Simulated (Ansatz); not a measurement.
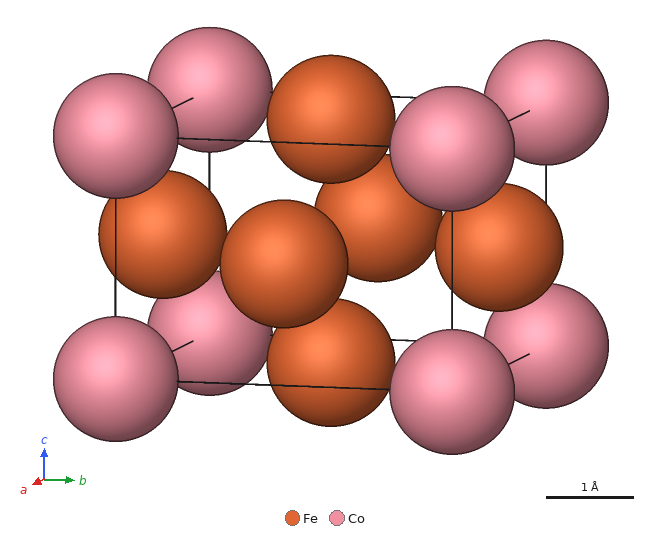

The figure gives a spheres-only picture of the atoms, viewed slightly off an axis. The simulation cell is drawn as a box.

Full input:
```yaml
crystal:
  lattice:
    - [4.0337264778, 0.0, 0.0]
    - [0.0, 4.0337264778, 0.0]
    - [0.0, 0.0, 2.8357950674]
  atoms:
    - { symbol: Fe, position: [0.5, 0.5, 0.0], spin: 2.63 }
    - { symbol: Fe, position: [0.5, 0.0, 0.5], spin: 2.9 }
    - { symbol: Fe, position: [0.0, 0.5, 0.5], spin: 2.9 }
    - { symbol: Co, position: [0.0, 0.0, 0.0], spin: 2.0 }
basis:
  ecutwfc: 420
kpoints:
  mp_grid: { grid: [10, 10, 14] }
  band_path:
    path:
      - [[0.0, 0.0, 0.0], [0.0, 0.5, 0.0], [0.5, 0.5, 0.0], [0.0, 0.0, 0.0], [0.0, 0.0, 0.5], [0.0, 0.5, 0.5], [0.5, 0.5, 0.5], [0.0, 0.0, 0.5]]
      - [[0.0, 0.5, 0.0], [0.0, 0.5, 0.5]]
      - [[0.5, 0.5, 0.0], [0.5, 0.5, 0.5]]
    npoints: 14
hamiltonian:
  xc: pbesol
scf:
  occupations: { method: gaussian, width: 0.1 }
  n_extra_bands: 10
output:
  forces: true
  stress: true
  eigenvalues: true
  populations: true
  dos: { projected: true, de: 0.02, nscf_kmesh: { grid: [15, 15, 21] } }
  bader: true
magnetization:
  spin_polarized: true
```
Run as:
```sh
ansatz run input.yaml --threads 1 --pin off --max-ram 2560MiB --backend cpu --events-out ev --progress --plain --runs-dir out
```

Run with Ansatz 0.2.0, DFT PBEsol, scalar-relativistic, plane waves, PAW and these settings: cutoff 420 eV, the zone sampled with 10×10×14 points, Gaussian smearing of 0.1 eV, collinear spins. The state is ferromagnetic.

What does a Bader analysis give?

Fe -0.01 to +0.10 e; Co -0.20 e. Little charge moves, as in a metallic or covalent solid.

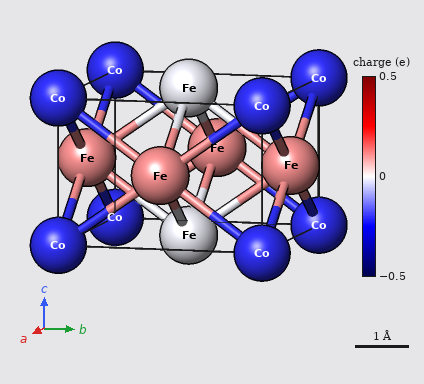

The atoms coloured by those charges.

The initial geometry was a structure listed in the Materials Project. Earlier steps of the study may have refined or changed the cell and positions. An electronic-structure calculation with Ansatz was run on it.

At this level of theory the cell isn't at rest (stretched, at -9 GPa), so its distances can differ from those at equilibrium, the more so the softer the solid, and its magnetic state may change on relaxation.
